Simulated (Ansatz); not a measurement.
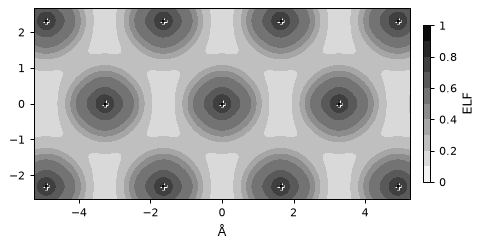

The ELF on a plane through atoms (crosses mark nuclei in the plane).

These are results of DFT r2SCAN, scalar-relativistic, plane waves, PAW in Ansatz, not measurements.

Candidates:
A. Au, a = 3.28 Å, b = 3.28 Å, c = 3.28 Å, α = 90.00°, β = 90.00°, γ = 90.00°. Space group Im-3m; a structure from a database of computed crystals, not necessarily the ambient phase; computed without spin polarisation.
B. Ti, a = 4.66 Å, b = 4.66 Å, c = 2.88 Å, α = 90.00°, β = 90.00°, γ = 120.00°. Space group P6/mmm; a structure from a database of computed crystals, not necessarily the ambient phase; changed on purpose from its base cell (equal strain along all axes, cell held, atoms relaxed: +2.0 %); computed pressure about −6 GPa in this cell; computed without spin polarisation.

### Which system is this?

Candidate A: Au on the (110) plane of the conventional cell, which holds Au. Au–Au (2.84 Å): the ELF is about 0.20 at the midpoint (no localised pair shows between them).
